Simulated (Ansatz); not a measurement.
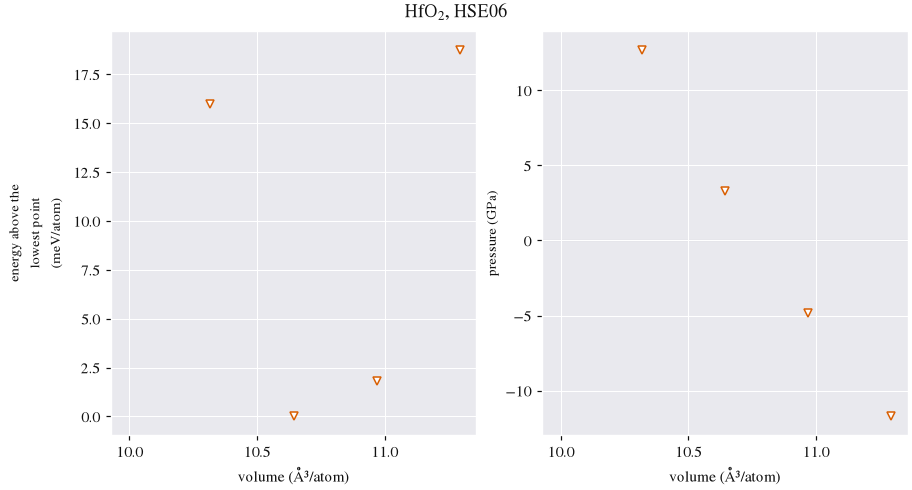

The plot gives the computed energy above the lowest point and pressure against volume for HfO₂, space group Fm-3m (No. 225) (one of a set of cubic test structures, which need not be the stable phase).

Calculation (Ansatz 0.2.0 development build): equation of state of a cubic crystal from periodic Kohn-Sham density functional theory without spin, third-order Birch-Murnaghan fit to the free energies; pressure corrected for the finite basis. Level: HSE06.

structure type fluorite; atoms in cell 3; space group number 225; lattice centring face-centred primitive; k mesh 4×4×4; occupation method Fermi–Dirac; occupation width 0.05 eV; wave cutoff 700 eV; datasets hard PAW; density tolerance 0 eV; bands 23; density cutoff ratio 4; search for lower states default; exchange singularity regularized.

The point at volume 9.99 Å³/atom is left out of the plot. What does the calculation give there?

```tsv
volume (Å³/atom)	energy above the lowest point (meV/atom)	pressure (GPa)
9.99	52.8	23.8
```

Keep in mind: cubic model structure, not the ambient form; pseudopotentials made with PBE, not this functional.
